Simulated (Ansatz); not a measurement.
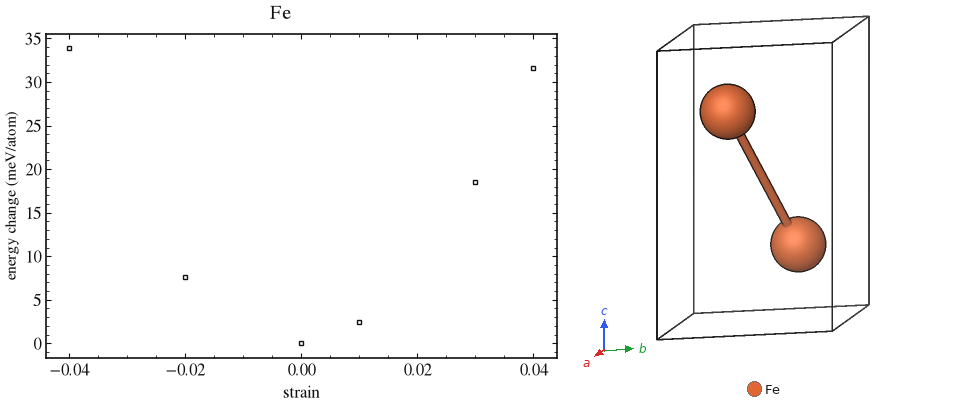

The picture above shows the energy change against strain for Fe, space group P6_3/mmc (No. 194). The cell is drawn beside the plot.

The given structure:
```
CELL_PARAMETERS angstrom
2.43416 0.00000 0.00000
-1.21708 2.10804 0.00000
0.00000 0.00000 3.84193
ATOMIC_POSITIONS crystal
Fe 0.33333 0.66667 0.25000
Fe 0.66667 0.33333 0.75000
```

Method: homogeneous strain of a crystal along one Voigt pattern with engineering shear, fractional coordinates fixed, by plane-wave density functional theory with PAW datasets, free energies less that of the undisturbed cell, pressure positive in compression; scalar-relativistic (Ansatz 0.2.0). Level: PBEsol, no spin polarisation.

- wave cutoff: 420 eV
- k mesh: 24×24×12
- occupations: Gaussian
- smearing width: 0.15 eV
- k shift: (0, 0, 0) (mesh steps)
- start: as given
- strain pattern: (0, 0, 1, 0, 0, 0) (xx yy zz yz xz xy with engineering shear)

From this curve and the settings, what does the calculation give for the tensile stress summed over the strain pattern and pressure at the same points?

The tensile stress summed over the strain pattern rises from −29.5 GPa at strain −0.04 to 23.8 GPa at 0.04, and changes sign near 0.00. The pressure falls from 14.0 GPa at strain −0.04 to −12.6 GPa at 0.04, and changes sign near 0.00.

```tsv
strain	tensile stress summed over the strain pattern (GPa)	pressure (GPa)
-0.04	-29.5	14.0
-0.02	-13.4	5.7
0.00	0.7	-1.3
0.01	7.2	-4.5
0.03	18.7	-10.1
0.04	23.8	-12.6
```

Keep in mind: no spin polarisation, a magnetic state may lie lower; reference crystal is not relaxed.
